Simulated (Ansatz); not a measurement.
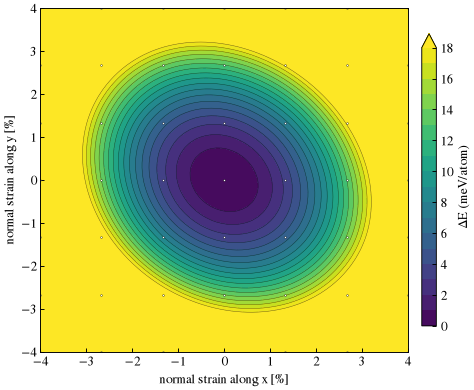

HfO2 (Fm-3m, No. 225; 3 atoms in the cell). The energy is mapped over two homogeneous strains (x, y and z along the cube axes). The first coordinate is: normal strain along x; the second: normal strain along y. Nothing is relaxed (symmetry fixes all fractional coordinates). The grid has 7 × 7 points; 28 points were computed and 21 follow by symmetry. Energies are in meV/atom, from the lowest grid point. Computed with Ansatz, DFT PBE, scalar-relativistic, plane waves, PAW. Settings: cutoff 520 eV, k-mesh 8×8×8, gaussian smearing 0.05 eV, no spin polarisation.

Drawn: filled contours, dots at the grid points, one colour for all values above the top of the scale. Between grid points the surface is interpolated.

Question: Where is the minimum, and how stiff is the crystal against these two strains (in GPa)?

Answer: The interpolated minimum is at 0.0 % and 0.0 %. Divided by the cell volume of 33.1 Å³, the second derivatives of the energy there are about 550 GPa along the first strain and 550 GPa along the second, with a cross term of about 96.3 GPa (clamped ions). Round the minimum the valley is somewhat tilted: raising normal strain along x shifts the best value of normal strain along y downwards (coupling k₁₂/√(k₁₁k₂₂) about 0.2).

PAW datasets: the set soft_1.
